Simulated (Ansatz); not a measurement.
# From LDA to G0W0: ZnPS3 (C2/m), part 2 of 3

How far does one-shot GW move the LDA gap of ZnPS3 (C2/m)?

Ansatz 0.2.0; LDA, then G0W0 on it, plane waves, PAW. Known limits of the many-body steps: finite bands, screening cutoff and k mesh; no spin-orbit coupling in G0W0; d shells not analysed.

So far. Step 2 (Relaxation): The program's warnings for this run: band table not solved further.

## (3) Bands along the symmetry lines

Level of this step: DFT, LDA, plane waves, PAW (Ansatz).

Levels along a band path and on the mesh show where this functional puts the band edges.

input.yaml

```yaml
crystal:
  lattice:
    - [2.9241439516, -5.0686337764, 0.0002131003]
    - [2.9241439516, 5.0686337764, 0.0002131003]
    - [-1.9314010456, 0.0, 6.30138264]
  atoms:
    - { symbol: Zn, position: [0.6674819479, 0.3325180521, 0.0] }
    - { symbol: Zn, position: [0.3325180521, 0.6674819479, 0.0] }
    - { symbol: P, position: [0.9420357264, 0.9420357264, 0.8265338672] }
    - { symbol: P, position: [0.0579642736, 0.0579642736, 0.1734661328] }
    - { symbol: S, position: [0.5801548021, 0.9164201668, 0.7487598531] }
    - { symbol: S, position: [0.0835798332, 0.4198451979, 0.2512401469] }
    - { symbol: S, position: [0.7465943414, 0.7465943414, 0.2505942246] }
    - { symbol: S, position: [0.2534056586, 0.2534056586, 0.7494057754] }
    - { symbol: S, position: [0.4198451979, 0.0835798332, 0.2512401469] }
    - { symbol: S, position: [0.9164201668, 0.5801548021, 0.7487598531] }
kpoints:
  mp_grid: { grid: [6, 6, 4] }
  band_path:
    path:
      - [[0.0, 0.0, 0.0], [-0.5, 0.5, 0.0], [-0.5, 0.5, 0.5], [0.0, 0.0, 0.5], [0.0, 0.0, 0.0]]
      - [[-0.5, 0.0, 0.5], [0.0, 0.0, 0.0], [-0.5, 0.0, 0.0]]
    npoints: 10
hamiltonian:
  xc: lda
scf:
  occupations: { method: fermi_dirac, width: 0.02 }
  n_extra_bands: 7
output:
  eigenvalues: true
  forces: true
  stress: true
  write_density: true
  write_potential: true
  elf: true
  volumetric_format: npy
```

Launch:

```bash
ansatz run input.yaml --threads 8 --pin off --max-ram 55296MiB --backend cuda --events-out ev --progress --plain --runs-dir out --devices 1 --max-vram 24GiB
```

Numbers of over 12 decimals in the logs are rounded to 6 here.

The program printed:

```text
[...]
GPUs: using 1 of 1 available (devices: 1).
[...]
GPU FFT provider: cuFFT
GPU libraries: cuBLAS 13.8.2, cuFFT 12.4.0, cuSOLVER 12.3.4
Crystal: 10 atoms, lattice volume = 186.795 Å³
Basis set: ecut = 420 eV, 3641 PW (Γ)
Bands: 42, of which v1, the nominal top of the filled ones, is band 35 counted from 1 (34 counted from 0)
Symmetry: 4 space group operations
[...]
k-points: 47 of 144
[...]
GPU buffer pool allocated for 72000 grid points (all kernels)
[...]
SCF iter   1: F=—  HF=-13165.905130 eV  |F-HF|=—  |Δ(HF+E_count)|=         —  Δρ=6.30e-3  dr2=5.98e-2  ethr=1.77e-3  ⟨swp⟩=11.3  Hψ=11471  notcnv=0
[...]
SCF iter   8: F=-13165.886087 eV  HF=-13165.886087 eV  |F-HF|=1.19e-8  |Δ(HF+E_count)|=   9.61e-8  Δρ=2.66e-6  dr2=2.22e-8  ethr=1.43e-10  ⟨swp⟩=16.8  Hψ=18353  notcnv=0
SCF 1 converged in 8 iterations: F = -13165.886087 eV  dr2 = 2.22e-8
  Residual-converged pass: ⟨swp⟩=1.0  Hψ=2162  notcnv=0  max |occ|·‖R‖ = 7.1e-9 eV (tolerance 1.0e-8 eV)  dr2=2.22e-8  dr2_onsite=1.32e-9  max |Δocc| = 0.0e0
[...]
NSCF: frozen V_eff on 62 k-points, pencils in batches of 32, up to order 188
SCF converged after 8 iterations
Free energy (F): -13165.886087 eV
[...]
Internal energy: -13165.886087 eV  (E = F + TS)
E sigma→0 (E₀):  -13165.886087 eV
Fermi energy:    7.315474 eV
[...]
--- Forces (eV/Å), atoms counted from 1 ---
  atom   1  Zn    -0.00000000     0.00336029     0.00000000
  atom   2  Zn     0.00000000    -0.00336029    -0.00000000
  atom   3  P     -0.00429885     0.00000000    -0.00364675
  atom   4  P      0.00429885    -0.00000000     0.00364675
  atom   5  S      0.00196449     0.00524689    -0.00338139
  atom   6  S     -0.00196449     0.00524689     0.00338139
  atom   7  S     -0.00046759     0.00000000     0.00070763
  atom   8  S      0.00046759    -0.00000000    -0.00070763
  atom   9  S     -0.00196449    -0.00524689     0.00338139
  atom  10  S      0.00196449    -0.00524689    -0.00338139
  max |Σ_I F_I| component: 0.00e0 eV/Å
--- Stress (GPa, compression-positive) ---
        0.025608      -0.000000      -0.004258
       -0.000000      -0.009920       0.000000
       -0.004258       0.000000      -0.012970
  P = ⅓ Tr σ = 0.0009 GPa (0.009 kbar)
--- Band table (eV; the first three rows and the last of 47) ---
  k-point 0: bands = [... 31 lower, 5.2864, 5.3716, 5.7874, 5.8382, 8.2936, 9.4092, 9.5147, 9.8313, ... 3 higher]
  k-point 1: bands = [... 31 lower, 5.2866, 5.2873, 5.8428, 5.8565, 8.5700, 9.4551, 9.8115, 9.8369, ... 3 higher]
  k-point 2: bands = [... 31 lower, 5.2191, 5.2978, 5.8544, 5.9189, 8.7757, 9.4020, 9.6527, 9.7602, ... 3 higher]
  k-point 46: bands = [... 31 lower, 4.4778, 5.2274, 5.6937, 5.7916, 8.9628, 9.1378, 9.4834, 9.7070, ... 3 higher]
```

The job ended after 2.4 s (1 × NVIDIA H100 80GB HBM3 with 8 threads of AMD EPYC 7R13 (Zen 3), shared host; peak memory 1.1 GiB; 4.4 s of CPU time).

Numbers from this step:

| Item | Value |
| --- | --- |
| pressure | 9.06e-4 GPa |
| filled bands | 35 |
| gap | 1.981 eV |
| valence top at | k = (0.333, 0.333, -0.500) |
| conduction bottom at | Γ |
| least direct gap | 2.223 eV |

Over mesh and path the gap is 1.981 eV, from k = (0.333, 0.333, -0.500) to k = Γ. The least direct gap found is 2.223 eV, at k = (0.333, 0.333, 0.250).

Electronic bands along the path, in eV, zero at the top of the highest nominally filled band:

```
     point  band 32  band 33  band 34  band 35  band 36  band 37  band 38  band 39
         Γ    -1.03    -0.94    -0.53    -0.47     1.98     3.10     3.20     3.52
         Y    -1.21    -1.03    -0.40    -0.16     2.25     2.67     2.87     3.41
         M    -1.84    -1.09    -0.62    -0.52     2.65     2.82     3.17     3.39
         A    -1.09    -1.02    -0.46    -0.39     2.46     3.09     3.34     3.45
         Γ    -1.03    -0.94    -0.53    -0.47     1.98     3.10     3.20     3.52
jump to L2    -1.55    -1.17    -0.39    -0.33     2.32     2.69     2.88     3.32
         Γ    -1.03    -0.94    -0.53    -0.47     1.98     3.10     3.20     3.52
        V2    -1.27    -1.18    -0.76    -0.35     2.59     2.81     3.18     3.22
```

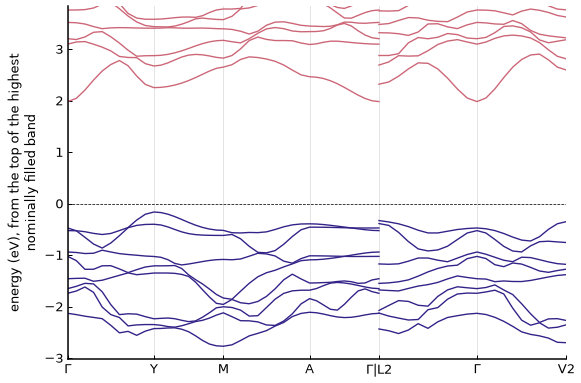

Electronic bands along the path; lines of filled and empty bands in two colours.

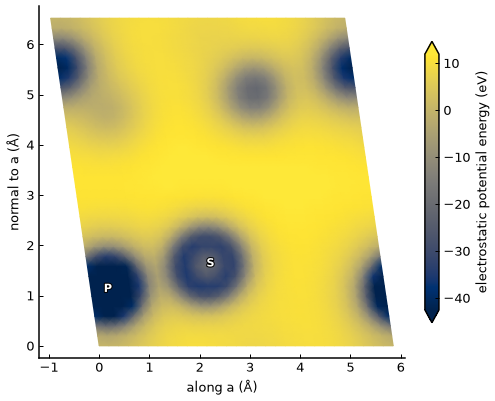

Electrostatic potential energy in the ac plane of the cell as run, not the conventional one, at fractional y = 0.058, with atoms of P and S within 0.2 Å of it. With pseudopotentials it is smooth inside the atoms' cores, unlike the true potential.

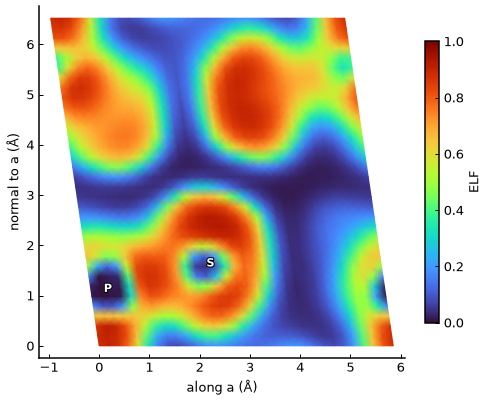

ELF in the ac plane of the cell as run, not the conventional one, at fractional y = 0.058, with atoms of P and S within 0.2 Å of it. It is the smooth field of the valence electrons, not physical close to the nuclei.

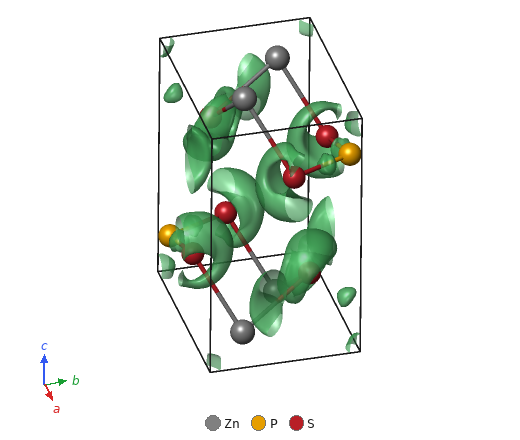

Surface of ELF = 0.85. Drawn on the cell as run, not the conventional one.

## (4) The quasiparticle correction

G0W0 replaces the xc potential by a self-energy built once from the orbitals of the start. Levels are corrected in the window of bands that the input names, at points of the mesh.

This step: G0W0 on LDA, plane waves, PAW.

input.yaml, the sections that differ from step 3:

```yaml
kpoints:
  mp_grid: { grid: [4, 4, 2] }
scf:
  occupations: { method: fixed }
gw:
  n_empty_bands: 779
  ecut_chi: 150.0
  qp_bands: [v3, c3]
  qp_kpoints: band_edges
  screening: { model: contour_deformation }
# crystal, hamiltonian: as in step 3
# output: removed
```

The program printed:

```text
GPUs: using 1 of 1 available (devices: 1).
[...]
concurrent solve slots: 7 of 8 are kept, ahead of what memory takes: no pass of the eigensolver takes more rounds on 7
[...]
GPU FFT provider: cuFFT
GPU libraries: cuBLAS 13.8.2, cuFFT 12.4.0, cuSOLVER 12.3.4
Crystal: 10 atoms, lattice volume = 186.795 Å³
Basis set: ecut = 420 eV, 3641 PW (Γ)
Bands: 45, of which v1, the nominal top of the filled ones, is band 35 counted from 1 (34 counted from 0)
Symmetry: 4 space group operations
[...]
k-points: 14 of 32
[...]
GPU buffer pool allocated for 72000 grid points (all kernels)
[...]
SCF iter   1: F=—  HF=-13165.897309 eV  |F-HF|=—  |Δ(HF+E_count)|=         —  Δρ=6.31e-3  dr2=5.89e-2  ethr=1.77e-3  ⟨swp⟩=5.9  Hψ=2760  notcnv=0  defer=94
[...]
SCF iter   8: F=-13165.879163 eV  HF=-13165.879163 eV  |F-HF|=3.25e-9  |Δ(HF+E_count)|=   9.86e-8  Δρ=2.26e-6  dr2=1.45e-8  ethr=1.43e-10  ⟨swp⟩=14.2  Hψ=3085  notcnv=0
SCF 1 converged in 8 iterations: F = -13165.879163 eV  dr2 = 1.45e-8
[...]
NSCF: frozen V_eff on 14 k-points
the band table was solved once the SCF had ended and its energy, with any forces and stress, was formed, with the checks that follow a solve (2515 applications of the Hamiltonian). They found nothing against the state; the energy, forces and stress were not computed again (output.eigenvalues in the input reference)
[...]
G₀W₀ screening: q 1/14
[... further progress lines ...]
[...]
SCF converged after 8 iterations
Free energy (F): -13165.879163 eV
[...]
Internal energy: -13165.879163 eV  (E = F + TS)
E sigma→0 (E₀):  -13165.879163 eV
Fermi energy:    6.148090 eV
[...]
--- Band table (eV; the first three rows and the last of 14) ---
  k-point 0: bands = [... 31 lower, 5.2869, 5.3719, 5.7878, 5.8384, 8.2940, 9.4100, 9.5157, 9.8335, ... 6 higher]
  k-point 1: bands = [... 31 lower, 5.2195, 5.2983, 5.8546, 5.9193, 8.7765, 9.4027, 9.6538, 9.7603, ... 6 higher]
  k-point 2: bands = [... 31 lower, 5.1378, 5.2710, 5.3733, 5.6036, 9.1117, 9.5699, 9.7293, 9.8074, ... 6 higher]
  k-point 13: bands = [... 31 lower, 4.4780, 5.2273, 5.6942, 5.7913, 8.9631, 9.1380, 9.4836, 9.7081, ... 6 higher]
--- G₀W₀: contour deformation, 6 samples at zero and on the imaginary axis and 1 off it, 32 q-points, 779 empty bands' worth ---
  eigenvalues of the whole cell's RPA ε∞ on this k-mesh (on a slab, of 1 + 4πα/V) = 5.0766, 8.2171, 8.2394; static W/v taken at q = 0 is 0.151399
  gw.qp_kpoints: band_edges: 13 of 14 stored k-points solved, in 1 pass; an edge of the gap read off the rows below is read off those points alone
    valence top: of the k-points left out ik 2 came nearest to being solved in a further pass, in band 35 (counted from 1, as in the quasiparticle table): it holds the edge there only if its correction is more favourable than any solved in that band by at least 0.513 eV; those differ by 0.047 eV
    conduction bottom: of the k-points left out ik 2 came nearest to being solved in a further pass, in band 36 (counted from 1, as in the quasiparticle table): it holds the edge there only if its correction is more favourable than any solved in that band by at least 0.755 eV; those differ by 0.070 eV
    ik  band        ε_KS         Σx   Σc(E_QP)       V_xc       Z   E_QP_lin       E_QP  E_QP is
     0    33      5.3719   -18.6712     2.0106   -16.0651  0.7540     4.7711     4.7764  root
     0    34      5.7878   -20.3825     2.0952   -17.6687  0.7569     5.1640     5.1692  root
     0    35      5.8384   -20.4445     2.0777   -17.7488  0.7570     5.2153     5.2204  root
     0    36      8.2940   -10.3400    -4.3554   -15.3216  0.7830     8.9244     8.9202  root
     0    37      9.4100   -10.1382    -4.6660   -15.4843  0.7669    10.0972    10.0902  root
     0    38      9.5157    -8.4383    -4.4499   -13.4800  0.7783    10.1122    10.1076  root
     1    33      5.2983   -18.7146     2.0905   -16.0159  0.7525     4.6845     4.6902  root
     1    34      5.8546   -20.3892     2.0493   -17.7286  0.7578     5.2383     5.2433  root
     1    35      5.9193   -20.4629     2.0408   -17.8130  0.7576     5.3054     5.3103  root
     1    36      8.7765   -10.7954    -4.4121   -15.8413  0.7728     9.4152     9.4102  root
     1    37      9.4027    -9.6309    -4.5851   -14.8752  0.7729    10.0679    10.0619  root
     1    38      9.6538    -9.2886    -4.6216   -14.5316  0.7679    10.2812    10.2753  root
     3    33      5.2794   -20.1286     2.3458   -17.1304  0.7509     4.6203     4.6271  root
     3    34      5.3855   -19.2817     2.1667   -16.5000  0.7519     4.7647     4.7706  root
     3    35      5.8222   -20.3595     2.0920   -17.6534  0.7564     5.2032     5.2082  root
     3    36      9.0689   -10.1682    -4.4751   -15.2692  0.7677     9.7001     9.6947  root
     3    37      9.3795    -9.1417    -4.2825   -13.9998  0.7831     9.9591     9.9551  root
     3    38      9.6599    -8.7704    -4.4929   -13.8385  0.7744    10.2398    10.2352  root
     4    33      5.1322   -19.8392     2.3299   -16.8795  0.7488     4.4959     4.5025  root
     4    34      5.5556   -19.4407     2.0347   -16.7868  0.7568     4.9310     4.9364  root
     4    35      5.9618   -20.2227     2.1717   -17.4147  0.7548     5.3199     5.3255  root
     4    36      8.9070    -9.3556    -4.2853   -14.2453  0.7843     9.5156     9.5114  root
     4    37      9.1243    -9.7956    -4.4165   -14.8353  0.7690     9.7529     9.7475  root
     4    38      9.4967    -9.0001    -4.3536   -13.8881  0.7742    10.0350    10.0311  root
     5    33      5.1401   -19.2714     2.2530   -16.4035  0.7497     4.5187     4.5252  root
     5    34      5.9245   -20.3534     2.1334   -17.5890  0.7562     5.2882     5.2935  root
     5    35      5.9826   -20.3032     2.1386   -17.5354  0.7557     5.3480     5.3534  root
     5    36      8.6312    -9.2195    -4.0907   -13.8739  0.7881     9.1982     9.1949  root
     5    37      9.0039    -8.9556    -4.2425   -13.7320  0.7781     9.5414     9.5378  root
     5    38      9.1891   -10.0330    -4.3722   -14.9924  0.7688     9.7811     9.7762  root
     6    33      5.2849   -18.8401     1.9590   -16.2928  0.7551     4.6915     4.6965  root
     6    34      5.3897   -20.1184     2.2435   -17.2432  0.7531     4.7520     4.7581  root
     6    35      5.9511   -19.9664     2.1411   -17.1960  0.7551     5.3163     5.3218  root
     6    36      8.7247    -9.3760    -4.3095   -14.2976  0.7764     9.3415     9.3368  root
     6    37      8.8635    -9.7702    -4.3661   -14.7242  0.7725     9.4560     9.4514  root
     6    38      9.1680    -9.4883    -4.3767   -14.4926  0.7809     9.8003     9.7956  root
     7    33      5.6350   -19.2746     1.9837   -16.6836  0.7569     5.0227     5.0277  root
     7    34      5.6574   -20.7428     2.2985   -17.7962  0.7535     5.0031     5.0092  root
     7    35      6.0187   -20.0292     2.0866   -17.3259  0.7559     5.3968     5.4020  root
     7    36      8.7061    -9.0126    -4.1438   -13.7272  0.7876     9.2802     9.2768  root
[...]
12    33      5.2857   -19.9834     2.1980   -17.1675  0.7516     4.6621     4.6678  root
    12    34      5.9110   -20.1952     2.1086   -17.4585  0.7563     5.2776     5.2829  root
    12    35      6.1481   -20.5327     2.1418   -17.7578  0.7556     5.5097     5.5150  root
    12    36      8.5648    -8.9982    -4.1373   -13.7081  0.7900     9.1408     9.1374  root
    12    37      8.9848    -9.2291    -4.1884   -13.9312  0.7764     9.5019     9.4986  root
    12    38      9.1860    -9.9150    -4.3311   -14.8230  0.7702     9.7675     9.7629  root
    13    33      5.2273   -19.2911     2.2246   -16.4542  0.7505     4.6089     4.6151  root
    13    34      5.6942   -19.3624     1.9198   -16.8400  0.7586     5.0869     5.0917  root
    13    35      5.7913   -20.2522     2.2718   -17.3322  0.7530     5.1370     5.1431  root
    13    36      8.9631    -9.5346    -4.2720   -14.4118  0.7829     9.5725     9.5683  root
    13    37      9.1380    -9.7301    -4.3954   -14.7390  0.7696     9.7567     9.7515  root
    13    38      9.4836   -10.3858    -4.5902   -15.6099  0.7618    10.1239    10.1175  root
```

Elapsed: 19 s, on 1 × NVIDIA H100 80GB HBM3 with 8 threads; peak memory 3.1 GiB; 55 s of CPU time.

Numbers from this step:

- bands summed: 814
- RPA ε∞ on this mesh (eigenvalues): 5.077, 8.217, 8.239
- plane waves in the screening matrix: 789
- q-points in the mesh: 32
- G0W0 gap over the corrected points: 3.405 eV
- k of the valence top: -0.5, -0.5, 0
- k of the conduction bottom: 0, 0, 0
- starting gap on the mesh: 2.146 eV
- Z at the valence top: 0.7556
- Z at the conduction bottom: 0.7830
- least direct G0W0 gap over the corrected points: 3.622 eV

Over 13 of 14 irreducible mesh points the G0W0 gap is 3.405 eV, from k = (-0.500, -0.500, 0.000) to k = Γ. The LDA gap of this run on the mesh is 2.146 eV. The two states that bound the G0W0 gap lie that far apart at the start, so the correction of the gap is 3.405 − 2.146 = +1.259 eV. The start of this run differs from the step before in mesh (6×6×4 and 4×4×2).

[end of part 2 of 3]

[Paths, hosts, dates, memory and timing lines, banners, echoed tables and standing remarks are left out of the program output.]

[Logs are printed without paths, hosts, clocks, repeated set-up lines and the standing remarks that a program may print on its own settings, such as how far it seeks lower states.]

[Runs of the session that timed out or met a known fault of the program may be left out.]

[Cells called generated may have been cut or substituted from an entry of the Crystallography Open Database or the Materials Project.]

[Hosts, paths, dates, database ids (printed as entryN), source tags and the programs' standing remarks are cut or masked in the printed files.]

[Where an RPA ε∞ is given, it is that of the G0W0 mesh and is not shown converged in it. Names of k-points follow the symmetry that the program found, which can be lower than the space group named. Band edges on a path are those of the sampled points; other points can move an edge, and change direct to indirect where valleys lie close.]

[Hybrid gaps are those of their k-mesh and are not shown converged in it.]
